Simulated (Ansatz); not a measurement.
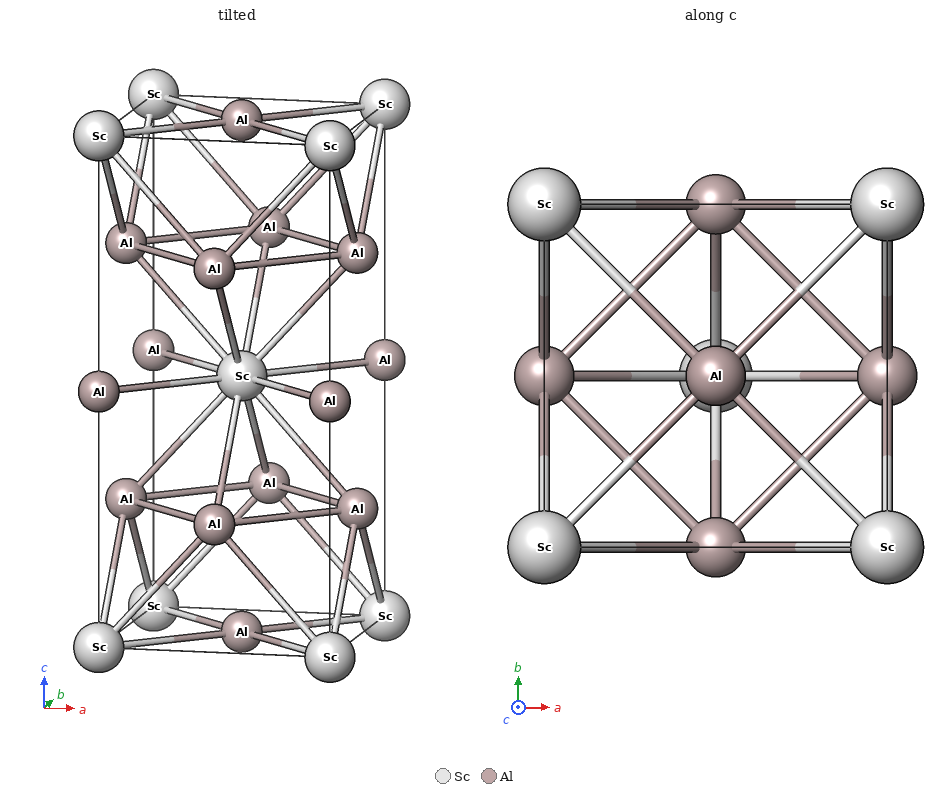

Crystal structure, ball-and-stick style, seen slightly off an axis and along the c axis. Lines trace the edges of the conventional unit cell. Cell: a = 3.99 Å, b = 3.99 Å, c = 8.74 Å, α = 90.00°, β = 90.00°, γ = 90.00°.

Origin of the cell: a structure listed in the Materials Project. Earlier steps of the study may have refined or changed the cell and positions. It was run through Ansatz as a DFT input.

**State composition, symmetry and coordination.**

The stoichiometry is ScAl3. Space group I4/mmm (No. 139), lattice body-centred tetragonal. The cell comprises 2 formula units: 2 Sc, 6 Al. Numbers of contacts at bonding distance: Sc 12 and Al 4 to 8 (mean 6.7).

Run with DFT PBEsol, scalar-relativistic, plane waves, PAW (Ansatz) and these settings: a 420 eV plane-wave basis, k-points about 0.16 Å⁻¹ apart, Gaussian smearing of 0.1 eV, no spin polarisation.

**What does the calculation say: metal or gapped?**

A metal: bands cross the Fermi level.

**List the Bader charges.**

Sc +1.14 e; Al -0.41 to -0.32 e.

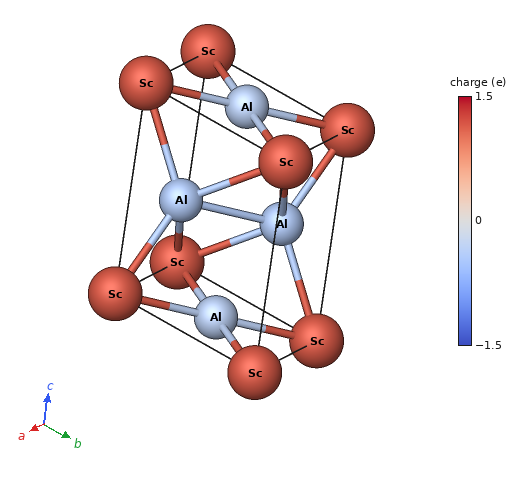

The atoms coloured by those charges. The run's cell of 4 atoms is drawn in a reduced setting, so axes and origin can differ from the first picture.

**Does the calculation find this structure at rest?**

Yes. All forces vanish to within 0.01 eV/Å. The pressure is 0.0 GPa, close to zero.
